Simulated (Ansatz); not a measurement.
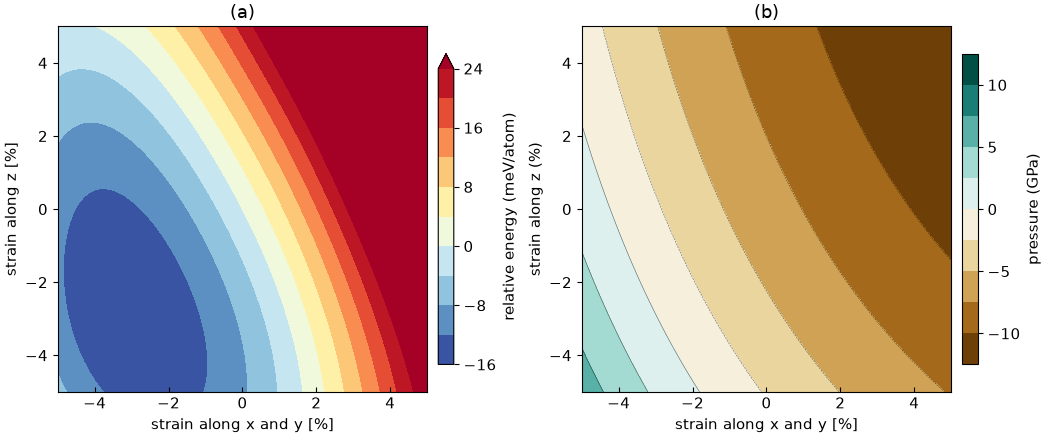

LiF (Fm-3m, No. 225; 2 atoms in the cell). 
- The cell is strained homogeneously, by one strain along x and y and another along z, with fractional coordinates fixed (x, y and z along the cube axes).
- The first coordinate is: strain along x and y; the second: strain along z.
- The grid has 5 × 5 points.
- Points are written as (first, second).
- All energies are given in meV/atom relative to the unstrained cell.
- The reference cell is the one listed in the database, not relaxed at this level.
- Theory: DFT LDA, scalar-relativistic, plane waves, PAW in Ansatz 0.2.0. Settings: cutoff 420 eV, k-mesh 10×10×10, gaussian smearing 0.05 eV, no spin polarisation.

Panel (a) is the energy and panel (b) the computed pressure on the same grid.

The picture shows filled contours, one colour for all values above the top of the scale. Between grid points the surface is interpolated.

Question: How does the pressure vary over the map, and what is it at the lowest grid point?

Answer: It runs from −12.4 GPa at (5.0 %, 5.0 %) to 6.3 GPa at (−5.0 %, −5.0 %). At the lowest grid point, (−2.5 %, −2.5 %), it is −1.2 GPa.

```
strain along z ↓, strain along x and y →  −5.0  −2.5   0.0    2.5    5.0
                                     5.0  −1.4  −5.7  −8.7  −10.9  −12.4
                                     2.5  −0.1  −4.5  −7.7  −10.1  −11.7
                                     0.0   1.6  −3.1  −6.5   −8.9  −10.7
                                    −2.5   3.7  −1.2  −4.8   −7.5   −9.4
                                    −5.0   6.3   1.2  −2.7   −5.5   −7.6
```
